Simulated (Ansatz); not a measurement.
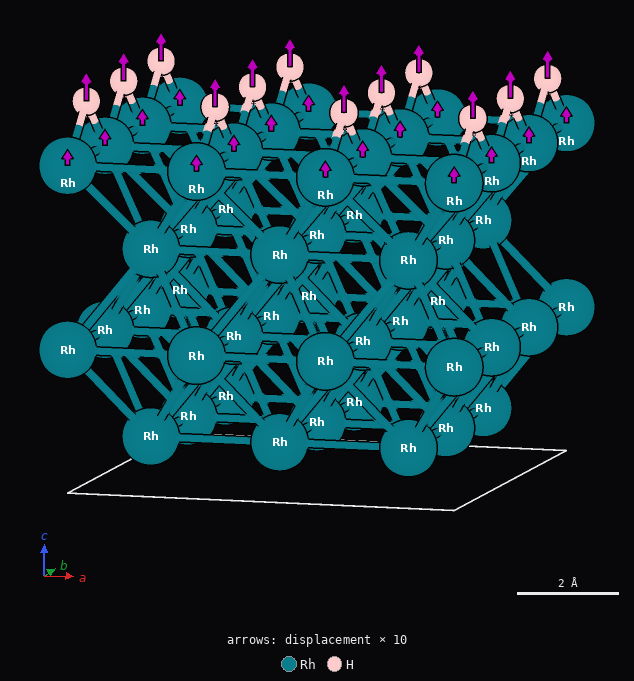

A constrained relaxation of a slab of composition HRh4 (cut from the Fm-3m phase). The starting structure is drawn; purple arrows show the displacements, magnified 10 times.

Style: ball-and-stick. Shown: the 3 × 3 repeat of the cell, outlined in the plane, without the vacuum, slightly off an axis.

Case: H put at a bridge Rh-Rh site. The slab is the (1 0 0) face of Rh with H on it. 2 atoms are held fixed.

Theory: DFT PBEsol, scalar-relativistic, plane waves, PAW in Ansatz 0.2.0. (plane-wave cutoff 420 eV; k-point mesh 11 × 11 × 1; occupations gaussian; smearing width 0.1 eV; no spin polarisation; dipole correction; atoms relaxed in a fixed cell; force threshold 0.03 eV/Å; at most 70 steps)

> Atoms of which element are displaced furthest, and by how much?

Hydrogen: up to 0.061 Å, against 0.035 Å for rhodium.

> What happened in the run?

Over 2 geometry steps the energy falls by 10.2 meV per cell of the calculation. Largest force component: 0.36 eV/Å at the start, 0.0032 eV/Å at the end. The H atom moves most: 0.061 Å along the normal (+c). Largest moves by element: H 0.061 Å, Rh 0.035 Å. The cell doesn't change. Near-neighbour distances that change, for instance: Rh–Rh 2.621 → 2.650 Å, H–Rh 1.731 → 1.748 Å.

Limits of the set-up: the periodic images lie only 2.7 Å apart, so the values are limited by the cell's size.
